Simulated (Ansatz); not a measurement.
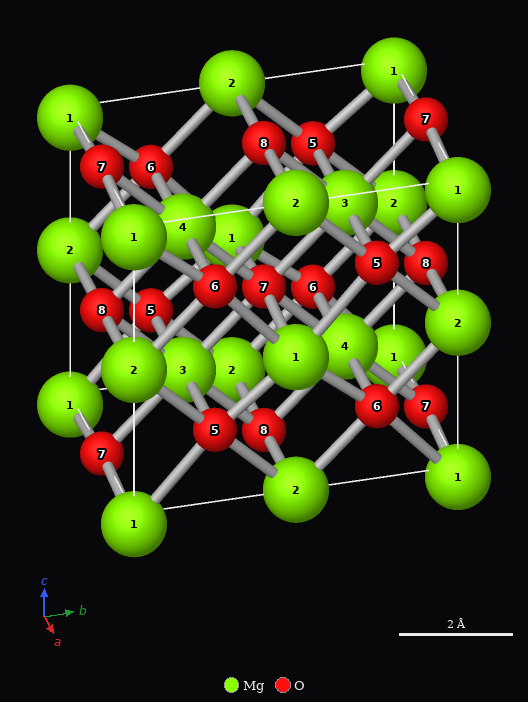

*The structure as given in the input (ball-and-stick view of the cell 2 times as large as that of the calculation, set on its symmetry axes, seen at an oblique angle; atoms are numbered from 1 in the order of the input). An atom can appear more than once, as a periodic image.*

Single-point calculation, with input and output: MgO

The run: single-point calculation of MgO (Amm2, 8 atoms in the cell). Method and program: DFT PBEsol, scalar-relativistic, plane waves, PAW, no spin polarisation (Ansatz 0.2.0).

The structure derives from an entry of the Crystallography Open Database. It belongs to a series of runs on one base structure; here: atom 1 (Mg) moved +0.225 A towards its neighbour atom 2 (Mg) at 2.980 A. Figures and captions count atoms from 1; the log counts them from 0 in places.

**Log**
```
Engine: ansatz 0.2.0, aarch64-unknown-linux-gnu
Pseudopotentials: kind: paw
Pseudopotential: Mg, paw, valence charge 10, recommended cutoff 420 eV (normal), Mg.paw.azcp
Pseudopotential: O, paw, valence charge 6, recommended cutoff 420 eV (normal), O.paw.azcp
Functional definition: PBEsol
  exchange = pbesol_x
  correlation = pbesol_c
Crystal: 8 atoms, lattice volume = 74.843 Å³
Basis set: ecut = 420 eV, 1419 PW (Γ), exchange–correlation on 60×60×60 points (8 copies of the dense FFT grid, shifted against one another)
Bands: 40, of which v1, the nominal top of the filled ones, is band 32 counted from 1 (31 counted from 0)
Symmetry: 4 space group operations
Space group: Amm2 (ITA 38), of the structure as read, at distance tolerance 4.2e-5 Å
k-points: 52 of 216 (time reversal used)
Non-local potential: Mg, projectors of the file, l = 0: 3, l = 1: 2, l = 2: 1
Non-local potential: O, projectors of the file, l = 0: 2, l = 1: 2, l = 2: 1
PAW form: soft (Blöchl's): semilocal exchange-correlation on the pseudo side does not see the compensation charge
PAW frozen core: Mg, regenerated for the run's functional, and the local potential with it (the file was generated under x = pbe(κ = 0.804, μ = 0.2195149727645171), c = pbe(β = 0.06672455060314922))
PAW frozen core: O, regenerated for the run's functional, and the local potential with it (the file was generated under x = pbe(κ = 0.804, μ = 0.2195149727645171), c = pbe(β = 0.06672455060314922))
PAW one-centre angular grid: Mg, 110 points (default); XC on 64 Gauss nodes
PAW one-centre angular grid: O, 110 points (default); XC on 64 Gauss nodes
Initial density: superposition of atomic densities (neutral atoms: chi_scale 0, normalization atom), corrected by the library's trained network
Initial wavefunctions: pseudopotential atomic-orbital guess
Functional: x = pbesol(κ = 0.804, μ = 0.12345679012345678), c = pbesol(β = 0.046)
SCF iter   1: F=—  HF=-9903.274920 eV  |F-HF|=—  |Δ(HF+E_count)|=         —  Δρ=1.47e-2  dr2=1.28e-1  ethr=1.77e-3  ⟨swp⟩=6.1  Hψ=8520  notcnv=0  defer=4
preconditioner: auto → Resta (q_TF=auto, 2.658 Å⁻¹)  ε∞=3.4  [insulator: Δε(μ)=4.485 eV  Ē_g=15.652 eV  σ=0.050 eV  W_gap=1.00  n_scr=26 (ndim 8)  ℏωp=24.3 eV  f_vac=0.000  D(μ)=0.00/eV (n_scr^D=0)  ε∞_Penn≈3.4]
SCF iter   2: F=—  HF=-9903.235801 eV  |F-HF|=—  |Δ(HF+E_count)|=   3.91e-2  Δρ=2.34e-3  dr2=1.57e-3  ethr=2.00e-4  ⟨swp⟩=2.0  Hψ=3373  notcnv=0  defer=142
SCF iter   3: F=—  HF=-9903.235393 eV  |F-HF|=—  |Δ(HF+E_count)|=   4.08e-4  Δρ=1.11e-3  dr2=5.01e-4  ethr=2.45e-6  ⟨swp⟩=2.3  Hψ=3331  notcnv=0  defer=142
SCF iter   4: F=—  HF=-9903.235381 eV  |F-HF|=—  |Δ(HF+E_count)|=   1.19e-5  Δρ=2.16e-4  dr2=2.96e-5  ethr=7.83e-7  ⟨swp⟩=2.1  Hψ=3553  notcnv=0  defer=142
SCF iter   5: F=—  HF=-9903.234411 eV  |F-HF|=—  |Δ(HF+E_count)|=   9.70e-4  Δρ=5.40e-5  dr2=1.32e-6  ethr=4.62e-8  ⟨swp⟩=3.2  Hψ=3492  notcnv=0  defer=142
SCF iter   6: F=—  HF=-9903.234411 eV  |F-HF|=—  |Δ(HF+E_count)|=   1.99e-7  Δρ=2.55e-5  dr2=2.99e-7  ethr=1.56e-10  ⟨swp⟩=12.6  Hψ=14763  notcnv=0
SCF iter   7: F=-9903.234411 eV  HF=-9903.234411 eV  |F-HF|=4.33e-9  |Δ(HF+E_count)|=   5.11e-8  Δρ=5.89e-6  dr2=1.52e-8  ethr=1.56e-10  ⟨swp⟩=7.3  Hψ=11339  notcnv=0
SCF 1 converged in 7 iterations: F = -9903.234411 eV  dr2 = 1.52e-8
  greatest PAW one-centre occupation: 1.000 electrons in one spin orbital (limit 2), on the Mg atom at site 0 (counted from 0), in its partial waves of l = 0
```

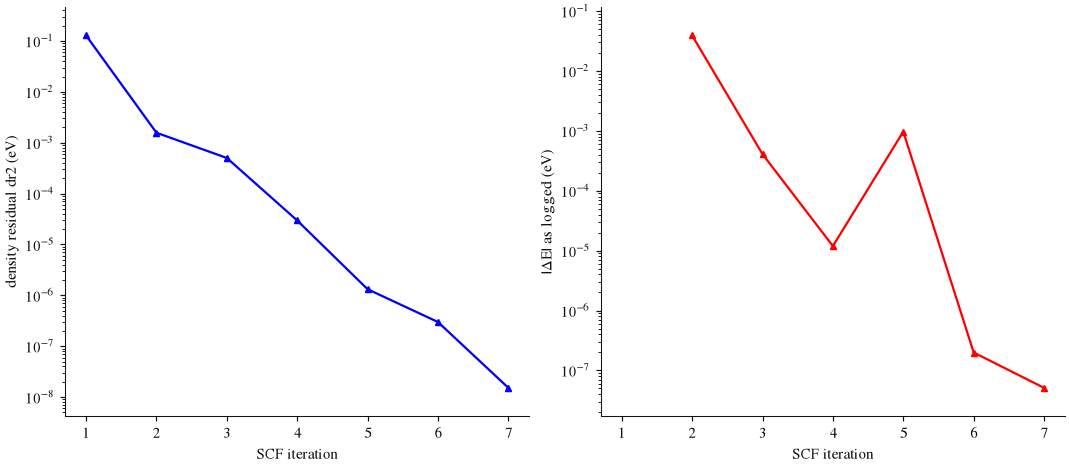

*Convergence of the self-consistent field: density residual dr2 and size of the energy change against the SCF iteration.*

The residual falls at every step.

```
SCF converged after 7 iterations
Free energy (F): -9903.234411 eV
Harris-Foulkes:  -9903.234411 eV  (|F-HF|=4.33e-9)
Internal energy: -9903.234411 eV  (E = F + TS)
E sigma→0 (E₀):  -9903.234411 eV
Fermi energy:    10.290729 eV
--- Per-component energies (eV) ---
  E_band       = -1170.170585
  E_kinetic    = 1020.340188
  E_local      = -6429.282648  (includes V_loc(G=0)·N_el)
  E_nonlocal   = 575.111043
  E_hartree    = 2222.042214
  E_xc         = -415.766060
  E_vxc        = -535.723516  (∫ρ·V_xc dr)
  E_paw        = -1732.207873  (= ΣΔE_a)
  E_vpaw       = -244.711893  (= ΣTr[D̂ρ^β])
  E_aug_tail   = 0.010027  (compensation charges beyond the density's cutoff)
  E_ewald      = -5143.857902
  E_core_change = 0.376601  (= ΣΔE_core)
  E_smearing   = -0.000000  (= −TS)
  E_closure    = -0.000000  (closes the sum)
  Σ components = -9903.234411   (vs F -9903.234411, Δ=0.00e0)
--- Forces (eV/Å), atoms counted from 1 ---
  atom   1  Mg     1.62762334    -1.62762334     0.00000000
  atom   2  Mg    -0.42754058     0.42754058     0.00000000
  atom   3  Mg    -0.39680580    -0.12075200     0.00000000
  atom   4  Mg     0.12075200     0.39680580     0.00000000
  atom   5  O     -0.53783296     0.19910826     0.00000000
  atom   6  O     -0.19910826     0.53783296     0.00000000
  atom   7  O     -0.23288947     0.23288947     0.00000000
  atom   8  O      0.04581585    -0.04581585     0.00000000
  max |Σ_I F_I| component: 1.41e-5 eV/Å
--- Stress (GPa, compression-positive) ---
        2.166043       0.094147       0.000000
        0.094147       2.166043       0.000000
        0.000000       0.000000       0.089501
  P = ⅓ Tr σ = 1.4739 GPa (14.739 kbar)
--- Band table (eV; the first three rows and the last of 52) ---
  k-point 0: bands = ["-63.8981", "-63.8711", "-63.8656", "-63.8045", "-30.8792", "-30.8749", "-30.8697", "-30.8351", "-30.8322", "-30.8228", "-30.8204", "-30.8080", "-30.8074", "-30.7610", "-30.7523", "-30.7491", "-9.2037", "-7.6579", "-7.6504", "-7.6056", "3.8785", "3.8793", "3.9034", "6.6013", "6.6109", "6.6196", "6.6458", "6.6479", "6.6509", "7.9652", "7.9795", "7.9848", "12.5966", "16.9005", "16.9507", "16.9879", "17.7456", "17.8071", "17.8296", "20.9283"]
  k-point 1: bands = ["-63.8980", "-63.8712", "-63.8656", "-63.8045", "-30.8767", "-30.8715", "-30.8670", "-30.8371", "-30.8336", "-30.8240", "-30.8226", "-30.8079", "-30.8073", "-30.7619", "-30.7549", "-30.7497", "-9.1013", "-7.7467", "-7.6415", "-7.5997", "4.0059", "4.0376", "4.0438", "6.3525", "6.3790", "6.4910", "6.5399", "6.6961", "6.7140", "7.4443", "7.8576", "7.8794", "13.2079", "17.1761", "17.3109", "17.4069", "17.7393", "18.1698", "18.2458", "20.7812"]
  k-point 2: bands = ["-63.8976", "-63.8714", "-63.8656", "-63.8047", "-30.8707", "-30.8626", "-30.8602", "-30.8424", "-30.8383", "-30.8288", "-30.8262", "-30.8075", "-30.8070", "-30.7636", "-30.7601", "-30.7508", "-8.8194", "-8.0348", "-7.6085", "-7.5696", "4.3962", "4.4280", "4.5257", "5.7195", "5.7472", "6.2734", "6.3134", "6.3880", "6.9118", "6.9320", "7.5798", "7.6008", "14.5172", "17.1489", "17.8516", "18.3043", "18.4095", "19.1855", "19.2755", "20.3179"]
  k-point 51: bands = ["-63.8972", "-63.8685", "-63.8685", "-63.8049", "-30.8928", "-30.8919", "-30.8831", "-30.8676", "-30.8174", "-30.8144", "-30.8129", "-30.8018", "-30.7992", "-30.7585", "-30.7504", "-30.7452", "-7.8817", "-7.8785", "-7.8722", "-7.8156", "3.2906", "3.3111", "3.3240", "3.3866", "7.2769", "7.3072", "7.3096", "7.3097", "7.3407", "7.3491", "7.3668", "7.3877", "15.6763", "15.7270", "15.7348", "15.7635", "20.3189", "20.4632", "20.4656", "20.4806"]
```

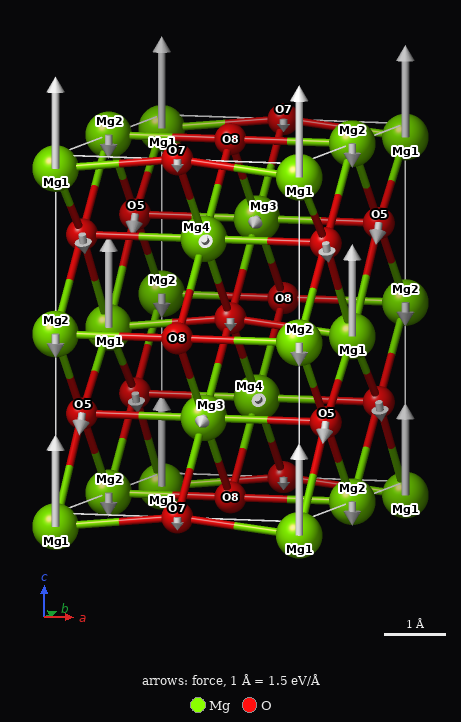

*Forces on the atoms as white arrows (ball-and-stick view of the cell 2 times as large as that of the calculation, set on its symmetry axes, seen slightly off an axis; atoms are numbered from 1 in the order of the input); the smallest are left out.*

The largest act on Mg1 (2.30 eV/Å). The geometry is not a stationary point of this energy.

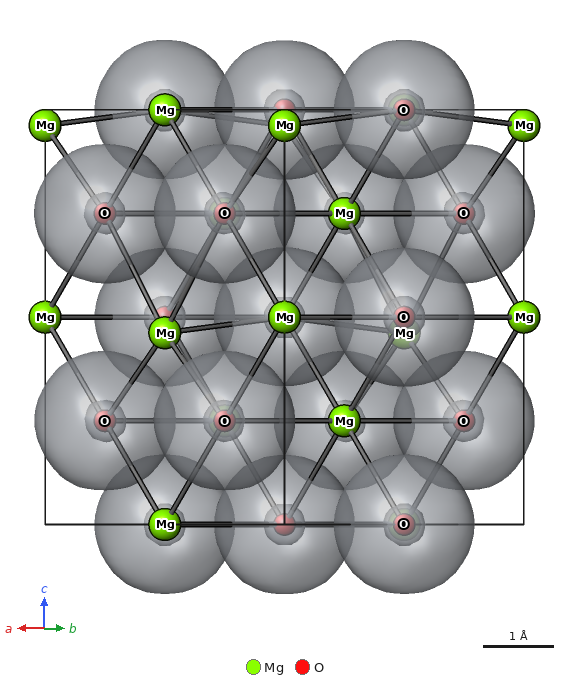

*Isosurface of the electron localisation function at 0.6 (grey), seen along [110]. Core shells and regions of very low density are left out. Sticks mark near contacts. The outline is the cell set on symmetry axes.*

Along the contacts the grid gives the following. Mg–O (1.95 Å): the ELF is about 0.35 at the midpoint. Mg–O (2.11 Å): the ELF is about 0.35 at the midpoint. In a PAW calculation such maps are meaningful between the atoms, not at the nuclei.

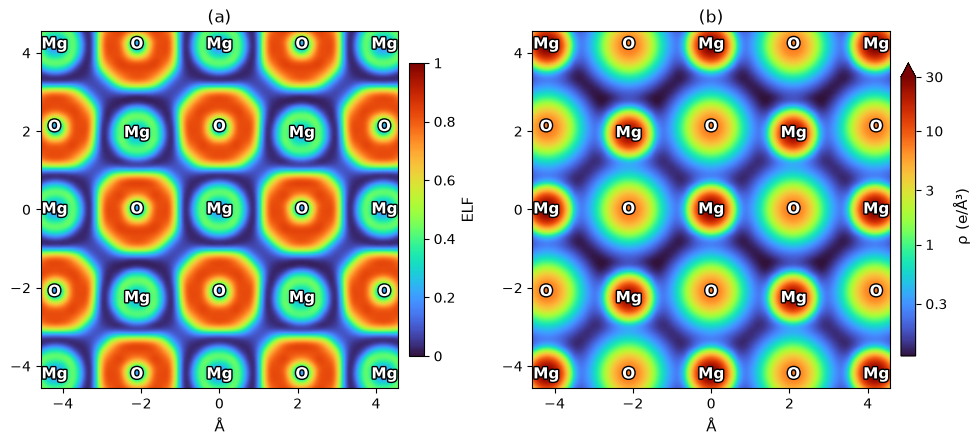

*(a) electron localisation function; (b) valence electron density on the (011̄) plane of the conventional cell.*

Mg–O (1.95 Å): ρ is about 0.47 e/Å³ halfway; the ELF is about 0.35 at the midpoint. Mg–O (2.12 Å): ρ is about 0.33 e/Å³ halfway; the ELF is about 0.35 at the midpoint. Away from the nuclei the density in this plane falls to 0.1 e/Å³ at its lowest.

The run was set up as follows.

**Input file**
```yaml
crystal:
  lattice:
    - [4.2142114404, 0.0, 0.0]
    - [0.0, -4.2142114404, 0.0]
    - [0.0, 0.0, -4.2142114404]
  atoms:
    - { symbol: Mg, position: [-0.0377529766, -0.0377529766, 0.0] }
    - { symbol: Mg, position: [0.5, 0.5, 0.0] }
    - { symbol: Mg, position: [0.5, 0.0, 0.5] }
    - { symbol: Mg, position: [0.0, 0.5, 0.5] }
    - { symbol: O, position: [0.5, 0.0, 0.0] }
    - { symbol: O, position: [0.0, 0.5, 0.0] }
    - { symbol: O, position: [0.0, 0.0, 0.5] }
    - { symbol: O, position: [0.5, 0.5, 0.5] }
basis:
  ecutwfc: 420
kpoints:
  mp_grid: { grid: [6, 6, 6] }
hamiltonian:
  xc: pbesol
scf:
  occupations: { method: gaussian, width: 0.05 }
output:
  forces: true
  stress: true
  eigenvalues: true
  write_density: true
  write_potential: true
  elf: true
  volumetric_format: npy
```

Command:
```bash
ansatz run input.yaml --threads 1 --pin off --max-ram 2560MiB --backend cpu --events-out ev --progress --plain --runs-dir out
```

**Summary**

- outcome: converged
- space group (tolerance 0.01 Å): Amm2 (38)
- electrons treated: 64
- free energy: −9903.2344 eV
- Fermi energy: 10.291 eV
- gap on the k-point mesh: 4.61 eV
- pressure: 1.47 GPa
- largest force (length of the vector): 2.302 eV/Å
- hardware: 1 thread of Arm Neoverse V1, 24 GiB of memory available, shared host
- wall time: 20 s
- peak memory: 0.35 GiB
